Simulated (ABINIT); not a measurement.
**Band-structure run, with input and output: Ti2C (part 1 of 3)**

Ti2C (3 atoms in the cell), computed with Kohn-Sham DFT of a periodic cell, TB-mBJ, JTH PAW LDA v2.0, no spin polarisation (ABINIT 10.8.3).

The structure derives from a Materials Project entry.

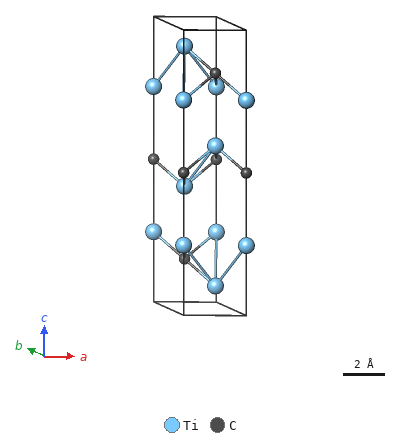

*The structure as given in the input (ball-and-stick view of the cell 3 times as large as that of the calculation, set on its symmetry axes, seen at an oblique angle). An atom can appear more than once, as a periodic image.*

## Input file
```
ndtset 2

pp_dirpath "./"
pseudos "Ti.LDA_PW-JTH.xml, C.LDA_PW-JTH.xml"

acell 3*1.0 Angstrom
rprim
     1.5406981810     0.8895225095     4.8137698526
    -1.5406981810     0.8895225095     4.8137698526
     0.0000000000    -1.7790450191     4.8137698526
ntypat 2
znucl 22 6
natom 3
typat 1 1 2
xred
     0.7545021700     0.7545021700     0.7545021700
     0.2454978300     0.2454978300     0.2454978300
     0.5000000000     0.5000000000     0.5000000000

ecut 23.0
pawecutdg 45.0

ixc -208012
usekden 1
pawxcdev 0

occopt 3
tsmear 0.05 eV

nstep 100
diemix 0.3
optforces 0
optstress 0

iomode 3
prtwf 0
prteig 0
prtebands 0
enunit 1
prtden1 1
prtkden1 1

kptopt1 1
ngkpt1 8 8 8
nshiftk1 1
shiftk1 0.0 0.0 0.0
nband1 18
tolvrs1 1.0e-7

iscf2 -2
getden2 1
getkden2 1
nband2 24
nbdbuf2 4
tolwfr2 1.0e-11
kptopt2 -2
ndivsm2 5
prteig2 1
prtvol2 -3
kptbounds2
     0.0000000000     0.0000000000     0.0000000000
     0.5000000000     0.0000000000     0.0000000000
     0.5000000000     0.1894308451    -0.1894308451
```

Run as:
```bash
abinit run.abi > log 2>&1
```

## What the program printed
```
.Version 10.8.3 of ABINIT
 DATASET    1 : space group R-3 m (#166); Bravais hR (rhombohedral)
================================================================================
 Values of the parameters that define the memory need for DATASET  1.
     intxc =       0    ionmov =       0      iscf =       7    lmnmax =      18
     lnmax =       6     mgfft =      45  mpssoang =       3    mqgrid =    3001
     natom =       3  nloc_mem =       2    nspden =       1   nspinor =       1
    nsppol =       1      nsym =      12    n1xccc =       1    ntypat =       2
    occopt =       3   xclevel =       2
       mpw =        1429          nfft =       91125          nkpt =          65
 PAW method is used; the additional fine FFT grid is defined by:
   mgfftf=        60    nfftf =    216000
================================================================================
================================================================================

 DATASET    2 : space group R-3 m (#166); Bravais hR (rhombohedral)
================================================================================
 Values of the parameters that define the memory need for DATASET  2.
     intxc =       0    ionmov =       0      iscf =      -2    lmnmax =      18
     lnmax =       6     mgfft =      45  mpssoang =       3    mqgrid =    3001
     natom =       3  nloc_mem =       2    nspden =       1   nspinor =       1
    nsppol =       1      nsym =      12    n1xccc =       1    ntypat =       2
    occopt =       3   xclevel =       2
       mpw =        1421          nfft =       91125          nkpt =          14
 PAW method is used; the additional fine FFT grid is defined by:
   mgfftf=        60    nfftf =    216000
================================================================================
================================================================================

--------------------------------------------------------------------------------
------------- Echo of variables that govern the present computation ------------
--------------------------------------------------------------------------------
 -outvars: echo values of preprocessed input variables --------
            acell      1.8897261259E+00  1.8897261259E+00  1.8897261259E+00 Bohr
              amu      4.78800000E+01  1.20110000E+01
           diemix      3.00000000E-01
             ecut      2.30000000E+01 Hartree
           enunit           1
           getden1          0
           getden2          1
          getkden1          0
          getkden2          1
             iscf1          7
             iscf2         -2
              ixc     -208012
           jdtset        1    2
           kptopt1          1
           kptopt2         -2
         kptrlatt        8    0    0      0    8    0      0    0    8
          kptrlen1     4.65839617E+01
          kptrlen2     3.00000000E+01
            natom           3
            nband1         18
            nband2         24
           nbdbuf1          0
           nbdbuf2          4
           ndtset           2
           ndivsm1          0
           ndivsm2          5
            ngfft          45      45      45
          ngfftdg          60      60      60
             nkpt1         65
             nkpt2         14
            nstep         100
             nsym          12
           ntypat           2
           occopt           3
        optforces           0
        optstress           0
        pawecutdg      4.50000000E+01 Hartree
         pawxcdev           0
        prtebands           0
           prteig1          0
           prteig2          1
          prtkden           1
           prtvol1          0
           prtvol2         -3
            prtwf           0
            rprim      1.5406981810E+00  8.8952250950E-01  4.8137698526E+00
                      -1.5406981810E+00  8.8952250950E-01  4.8137698526E+00
                       0.0000000000E+00 -1.7790450191E+00  4.8137698526E+00
           shiftk1     0.00000000E+00  0.00000000E+00  0.00000000E+00
           shiftk2     5.00000000E-01  5.00000000E-01  5.00000000E-01
          spgroup         166
           tolvrs1     1.00000000E-07
           tolvrs2     0.00000000E+00
           tolwfr1     0.00000000E+00
           tolwfr2     1.00000000E-11
           tsmear      1.83746611E-03 Hartree
            typat      1  1  2
          usekden           1
           useylm           1
           xangst     -5.1673746920E-17 -7.5450476654E-11  1.0895999399E+01
                       2.4898289518E-17 -2.4549849184E-11  3.5453101588E+00
                       0.0000000000E+00 -5.0000256990E-11  7.2206547789E+00
            xcart     -9.7649229578E-17 -1.4258073695E-10  2.0590454732E+01
                       4.7050948192E-17 -4.6392491390E-11  6.6996652315E+00
                       0.0000000000E+00 -9.4486791936E-11  1.3645059982E+01
             xred      7.5450217000E-01  7.5450217000E-01  7.5450217000E-01
                       2.4549783000E-01  2.4549783000E-01  2.4549783000E-01
                       5.0000000000E-01  5.0000000000E-01  5.0000000000E-01
            znucl       22.00000    6.00000

================================================================================

 chkinp: Checking input parameters for consistency, jdtset=   1.

 chkinp: Checking input parameters for consistency, jdtset=   2.

================================================================================
== DATASET  1 ==================================================================

--- !DatasetInfo
iteration_state: {dtset: 1, }
dimensions: {natom: 3, nkpt: 65, mband: 18, nsppol: 1, nspinor: 1, nspden: 1, mpw: 1429, }
cutoff_energies: {ecut:  23.0, pawecutdg:  45.0, }
electrons: {nelect:   2.80000000E+01, charge:   0.00000000E+00, occopt:   3.00000000E+00, tsmear:   1.83746611E-03, }
meta: {optdriver: 0, ionmov: 0, optcell: 0, iscf: 7, paral_kgb: 0, }
...

 Real(R)+Recip(G) space primitive vectors, cartesian coordinates (Bohr,Bohr^-1):
 R(1)=  2.9114976  1.6809539  9.0967067  G(1)=  0.1717329  0.0991501  0.0366433
 R(2)= -2.9114976  1.6809539  9.0967067  G(2)= -0.1717329  0.0991501  0.0366433
 R(3)=  0.0000000 -3.3619079  9.0967067  G(3)=  0.0000000 -0.1983001  0.0366433
 Unit cell volume ucvol=  2.6712079E+02 bohr^3
 Angles (23,13,12)=  3.49409414E+01  3.49409414E+01  3.49409414E+01 degrees

 Coarse grid specifications (used for wave-functions):

 getcut: wavevector=  0.0000  0.0000  0.0000  ngfft=  45  45  45
         ecut(hartree)=     23.000   => boxcut(ratio)=   2.10155

 Fine grid specifications (used for densities):

 getcut: wavevector=  0.0000  0.0000  0.0000  ngfft=  60  60  60
         ecut(hartree)=     45.000   => boxcut(ratio)=   2.04957

--- Pseudopotential description ------------------------------------------------
- pspini: atom type   1  psp file is ./Ti.LDA_PW-JTH.xml
 Pseudopotential format is: paw10
 basis_size (lnmax)=  6 (lmn_size= 18), orbitals=   0   0   1   1   2   2
 Spheres core radius: rc_sph= 2.30802695
 Shapefunction is BESSEL type: shapef(r,l)=aa(1,l)*jl(q(1,l)*r)+aa(2,l)*jl(q(2,l)*r)
 Radius for shape functions =  2.01037111
 Compensation charge density is not taken into account in XC energy/potential

- pspini: atom type   2  psp file is ./C.LDA_PW-JTH.xml
 Pseudopotential format is: paw10
 basis_size (lnmax)=  4 (lmn_size=  8), orbitals=   0   0   1   1
 Spheres core radius: rc_sph= 1.50736703
 Shapefunction is SIN type: shapef(r)=[sin(pi*r/rshp)/(pi*r/rshp)]**2
 Radius for shape functions =  1.30052589
 Compensation charge density is not taken into account in XC energy/potential

   1.51607029E+03                                ecore*ucvol(ha*bohr**3)
--------------------------------------------------------------------------------

================================================================================

--- !BeginCycle
iteration_state: {dtset: 1, }
solver: {iscf: 7, nstep: 100, nline: 4, wfoptalg: 10, }
tolerances: {tolvrs: 1.00E-07, }
...

     iter   Etot(hartree)      deltaE(h)  residm     vres2
 ETOT  1  -103.33292628314    -1.033E+02 1.141E+01 1.009E+04
 ETOT  2  -104.51157680794    -1.179E+00 2.236E-01 1.196E+04
 ETOT  3  -104.28716493356     2.244E-01 8.069E-02 8.261E+03
 ETOT  4  -105.05140900261    -7.642E-01 1.336E-01 3.557E+03
 ETOT  5  -105.27856075293    -2.272E-01 4.360E-02 2.464E+03
 ETOT  6  -104.97784418280     3.007E-01 2.331E-02 4.524E+02
 ETOT  7  -104.65145434569     3.264E-01 6.395E-02 9.118E+02
 ETOT  8  -104.75171031483    -1.003E-01 2.709E-03 2.923E+02
 ETOT  9  -104.89847286207    -1.468E-01 4.753E-03 3.503E+01
 ETOT 10  -104.87926901490     1.920E-02 7.942E-04 5.307E+01
 ETOT 11  -104.96652366249    -8.725E-02 5.435E-03 8.369E+00
 ETOT 12  -104.96566726168     8.564E-04 1.243E-03 3.254E+00
 ETOT 13  -104.95267903696     1.299E-02 5.844E-03 2.354E+00
 ETOT 14  -104.96182912130    -9.150E-03 1.242E-03 7.339E-01
 ETOT 15  -104.96237624401    -5.471E-04 7.696E-04 3.704E-01
 ETOT 16  -104.96221832496     1.579E-04 5.641E-04 1.796E-01
 ETOT 17  -104.96197911748     2.392E-04 5.287E-04 8.748E-02
 ETOT 18  -104.96212592542    -1.468E-04 4.712E-04 4.347E-02
 ETOT 19  -104.96212042065     5.505E-06 8.118E-05 2.130E-02
 ETOT 20  -104.96209726423     2.316E-05 2.605E-04 1.039E-02
 ETOT 21  -104.96210597318    -8.709E-06 4.428E-05 5.097E-03
 ETOT 22  -104.96210653464    -5.615E-07 8.614E-05 2.499E-03
 ETOT 23  -104.96210408951     2.445E-06 1.639E-05 1.223E-03
 ETOT 24  -104.96210430522    -2.157E-07 3.501E-05 5.994E-04
 ETOT 25  -104.96210474796    -4.427E-07 8.982E-06 2.938E-04
 ETOT 26  -104.96210457525     1.727E-07 2.314E-05 1.439E-04
 ETOT 27  -104.96210463625    -6.100E-08 5.678E-06 7.052E-05
 ETOT 28  -104.96210461728     1.897E-08 1.502E-05 3.456E-05
 ETOT 29  -104.96210461211     5.166E-09 4.265E-06 1.693E-05
 ETOT 30  -104.96210461687    -4.765E-09 9.601E-06 8.297E-06
 ETOT 31  -104.96210461642     4.508E-10 3.222E-06 4.066E-06
 ETOT 32  -104.96210461557     8.504E-10 6.048E-06 1.992E-06
 ETOT 33  -104.96210461570    -1.236E-10 2.442E-06 9.762E-07
 ETOT 34  -104.96210461583    -1.289E-10 3.840E-06 4.783E-07
 ETOT 35  -104.96210461558     2.460E-10 1.853E-06 2.344E-07
 ETOT 36  -104.96210461566    -8.022E-11 3.161E-06 1.148E-07
 ETOT 37  -104.96210461569    -3.330E-11 1.405E-06 5.627E-08

 At SCF step   37       vres2   =  5.63E-08 < tolvrs=  1.00E-07 =>converged.

Result for kinetic energy density :

--------------------------------------------------------------------------------
 Total kinetic energy density [Ha/Bohr^3]
)     Maximum=    9.8833E-01  at reduced coord.    0.7500    0.7500    0.7667
)     Minimum=    1.9478E-03  at reduced coord.    0.0000    0.0000    0.0000
   Integrated=    1.8975E+01
--------------------------------------------------------------------------------

--- !ResultsGS
iteration_state: {dtset: 1, }
comment   : Summary of ground state results
lattice_vectors:
- [  2.9114976,   1.6809539,   9.0967067, ]
- [ -2.9114976,   1.6809539,   9.0967067, ]
- [  0.0000000,  -3.3619079,   9.0967067, ]
lattice_lengths: [   9.69807,    9.69807,    9.69807, ]
lattice_angles: [ 34.941,  34.941,  34.941, ] # degrees, (23, 13, 12)
lattice_volume:   2.6712079E+02
convergence: {deltae: -3.330E-11, res2:  5.627E-08, residm:  1.405E-06, diffor:  0.000E+00, }
etotal    :  -1.04962105E+02
entropy   :   0.00000000E+00
fermie    :   2.80722994E-01
cartesian_stress_tensor: null
pressure_GPa: null
xred      :
- [  7.5450E-01,   7.5450E-01,   7.5450E-01, Ti]
- [  2.4550E-01,   2.4550E-01,   2.4550E-01, Ti]
- [  5.0000E-01,   5.0000E-01,   5.0000E-01,  C]
cartesian_forces: null
force_length_stats: {min: null, max: null, mean: null, }
...

 Integrated electronic density in atomic spheres:
 ------------------------------------------------
 Atom  Sphere_radius  Integrated_density
    1        2.30803         10.29089576
    2        2.30803         10.29089576
    3        1.50737          2.45640012

================================================================================

 ----iterations are completed or convergence reached----

 Mean square residual over all n,k,spin=   33.482E-10; max=  14.054E-07
 reduced coordinates (array xred) for    3 atoms
       0.754502170000      0.754502170000      0.754502170000
       0.245497830000      0.245497830000      0.245497830000
       0.500000000000      0.500000000000      0.500000000000
 rms dE/dt=  0.0000E+00; max dE/dt=  0.0000E+00; dE/dt below (all hartree)
    1       0.000000000000      0.000000000000      0.000000000000
    2       0.000000000000      0.000000000000      0.000000000000
    3       0.000000000000      0.000000000000      0.000000000000

 cartesian coordinates (angstrom) at end:
    1     -0.00000000000000    -0.00000000007545    10.89599939900184
    2      0.00000000000000    -0.00000000002455     3.54531015879816
    3      0.00000000000000    -0.00000000005000     7.22065477890000
 length scales=  1.889726125908  1.889726125908  1.889726125908 bohr
              =  1.000000000000  1.000000000000  1.000000000000 angstroms
 Fermi (or HOMO) energy (eV) =   7.63886   Average Vxc (eV)= -10.40532
 Eigenvalues (   eV  ) for nkpt=  65  k points:
 kpt#   1, nband= 18, wtk=  0.00195, kpt=  0.0000  0.0000  0.0000 (reduced coord)
 -49.73396  -49.64039  -26.02136  -25.52095  -25.52095  -25.48128  -25.44884  -25.44884
  -4.00382    2.83088    4.91144    4.91144    5.61779    8.05654    8.05654    8.60129
   9.32828    9.32828
 prteigrs : prtvol=0 or 1, do not print more k-points.

--- !EnergyTerms
iteration_state     : {dtset: 1, }
comment             : Components of total free energy in Hartree
kinetic             :  1.89745035046726E+01
hartree             :  2.51642799356828E+01
xc                  : -1.07207300342977E+00
Ewald energy        : -8.99123832148150E+01
psp_core            :  5.67559831307579E+00
local_psp           : -7.46542315996708E+01
PAW spherical_terms :  1.08627096428174E+01
internal            : -1.04961596421667E+02
'-kT*entropy'       : -5.08194026688287E-04
total_energy        : -1.04962104615694E+02
total_energy_eV     : -2.85616436988870E+03
...

--- !EnergyTermsDC
iteration_state     : {dtset: 1, }
comment             : '"Double-counting" decomposition of free energy'
band_energy         : -1.69481184026494E+01
Ewald energy        : -8.99123832148150E+01
psp_core            :  5.67559831307579E+00
xc_dc               : -1.85316446248221E+01
PAW spherical_terms :  1.47549515080197E+01
internal            : -1.04961596421191E+02
'-kT*entropy'       : -5.08194026688287E-04
total_energy_dc     : -1.04962104615218E+02
total_energy_dc_eV  : -2.85616436987575E+03
...

--- !EnergyTermsWithPAWCore
iteration_state     : {dtset: 1, }
comment             : 'Components of total free energy, including PAW core contributions'
Total energy        : -1.66009901227462E+03
Total energy DC     : -1.66009901227415E+03
Total energy (eV)   : -4.51735954295763E+04
Total energy DC (eV): -4.51735954295634E+04
...

================================================================================
== DATASET  2 ==================================================================

--- !DatasetInfo
iteration_state: {dtset: 2, }
dimensions: {natom: 3, nkpt: 14, mband: 24, nsppol: 1, nspinor: 1, nspden: 1, mpw: 1421, }
cutoff_energies: {ecut:  23.0, pawecutdg:  45.0, }
electrons: {nelect:   2.80000000E+01, charge:   0.00000000E+00, occopt:   3.00000000E+00, tsmear:   1.83746611E-03, }
meta: {optdriver: 0, ionmov: 0, optcell: 0, iscf: -2, paral_kgb: 0, }
...

 mkfilename : getden/=0, take file _DEN from output of DATASET   1.

 mkfilename : getkden/=0, take file _KDEN from output of DATASET   1.
```
